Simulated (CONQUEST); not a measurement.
# Energy of Os along an even scaling of the cell

System: Os (Fm-3m, 2 atoms in the cell).
Method: Kohn-Sham DFT of a periodic cell, PBE, PseudoDojo NC PBE, no spin polarisation (CONQUEST 1.3).

The 7 runs differ only in the geometry, by an even scaling of the cell at fixed fractional positions. The structure derives from an entry of the Crystallography Open Database.

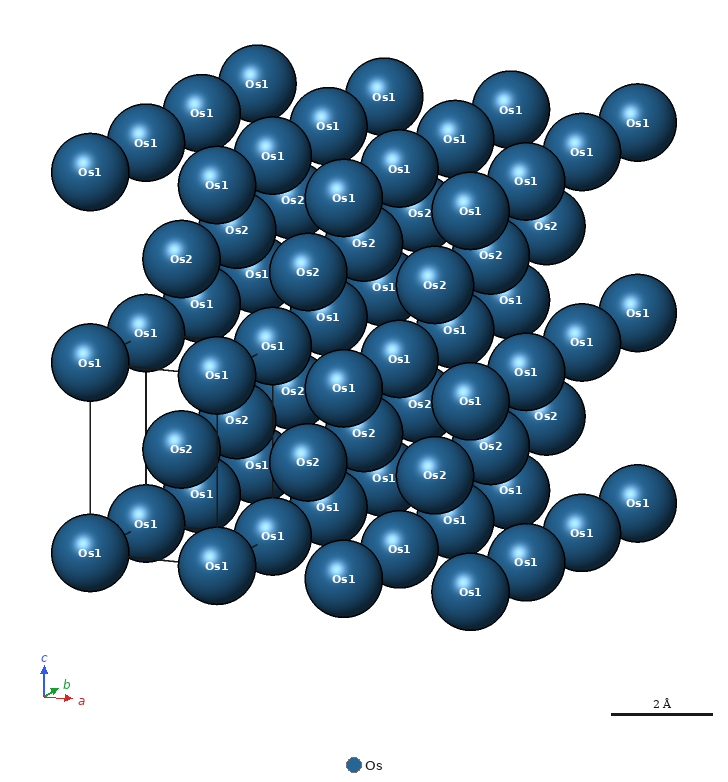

Figure 1. The structure of run 4 (spheres-only view of the cell of the calculation, repeated 3 × 3 × 2, seen slightly off an axis; atoms are numbered from 1 in the order of the input).

## Input of run 4
```
IO.Title Os
IO.Coordinates coords.dat
IO.FractionalAtomicCoords T
IO.Iprint 2
IO.Iprint_init 1
General.NumberOfSpecies 1
General.PseudopotentialType hamann
AtomMove.TypeOfRun static
AtomMove.FullStress T
Grid.PointsAlongX 32
Grid.PointsAlongY 32
Grid.PointsAlongZ 40
DM.SolutionMethod diagon
Diag.MPMesh T
Diag.GammaCentred T
Diag.MPMeshX 10
Diag.MPMeshY 10
Diag.MPMeshZ 7
Diag.kT 0.00183747
minE.SCTolerance 1e-6
SC.MaxIters 100
IO.AtomChargeOutput T
%block ChemicalSpeciesLabel
1 190.200 Os
%endblock
```

Command:
```bash
OMP_NUM_THREADS=1 Conquest
```

Lattice vectors (Å) and fractional positions of run 4:
```
   2.750645    0.000000    0.000000
   0.000000    2.750645    0.000000
   0.000000    0.000000    3.890000
Os  0.000000  0.000000  0.000000
Os  0.500000  0.500000  0.500000
```

Run 3 has the same physical settings and fractional positions; its lattice vectors (Å) are:
```
   2.732184    0.000000    0.000000
   0.000000    2.732184    0.000000
   0.000000    0.000000    3.863892
```

## Results, with one run withheld

| run | volume per atom (Å³) | free energy per atom, from the lowest run given (meV) | pressure (GPa) |
| --- | --- | --- | --- |
| 1 | 13.833 | 39.80 | 21.50 |
| 2 | 14.127 | 9.62 | 11.48 |
| 3 | 14.422 | ? | ? |
| 4 | 14.716 | 0.00 | −5.34 |
| 5 | 15.010 | 15.60 | −11.81 |
| 6 | 15.305 | 43.59 | −18.31 |
| 7 | 15.599 | 82.35 | −23.61 |

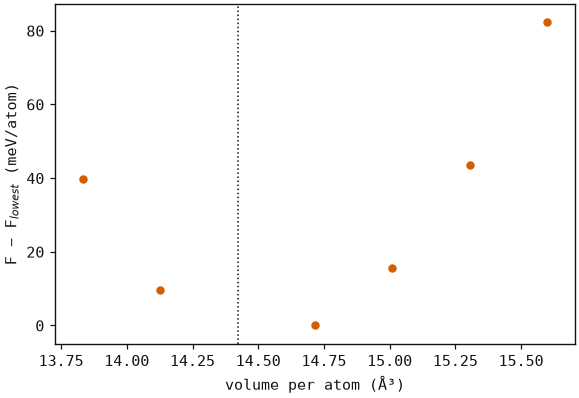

Figure 2. Free energy per atom of the runs given; the dotted line marks run 3.

What should run 3 give?

A cubic polynomial in V^(−2/3) (the Birch–Murnaghan form), fitted to the 6 runs given, misses them by at most 0.31 meV per atom. With x = V^(−2/3) − 0.16632 Å⁻², it reads F = 0.62214 − 4880.2 x + 1.3958e+06 x² + 4.3292e+06 x³ (meV per atom). At run 3 it gives −2.88 meV per atom, and the run itself gives −3.01. The slope of the fit gives a pressure −dF/dV of 2.58 GPa there, and the run prints 2.25 GPa. The two needn't agree exactly: the fit is approximate, and the printed stress is taken on a finite basis. The fit has its minimum at 14.515 Å³ per atom, where V d²F/dV² gives 393 GPa: the bulk modulus at this level, since symmetry fixes the shape and the positions.

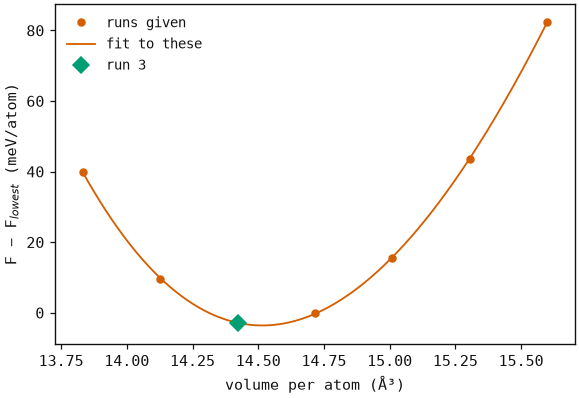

Figure 3. The fit and the withheld run.

## Some lines of the output (run 3)
```
[...]
      Using Fermi-Dirac smearing
          Free Energy (E-TS)               :      -202.356438066823216 Ha
          DFT Total Energy                 :      -202.336724928470630 Ha
          Free Energy (E-TS)               :      -202.345734061900487 Ha
          DFT Total Energy                 :      -202.344964210391765 Ha
          Free Energy (E-TS)               :      -202.345590426504003 Ha
          DFT Total Energy                 :      -202.345092819520090 Ha
          Free Energy (E-TS)               :      -202.345596630243563 Ha
          DFT Total Energy                 :      -202.345094006476643 Ha
          Free Energy (E-TS)               :      -202.345596344720605 Ha
          DFT Total Energy                 :      -202.345093722082396 Ha
      | Free Energy as E-TS      =      -202.345596344720605 Ha
      |* DFT total energy        =      -202.345093722082396 Ha
    force: Average pressure:      2.25201925 GPa
```

Notes: Spin–orbit coupling is left out, which matters for Os. With a small basis of atomic orbitals these values can differ much from converged plane-wave results.
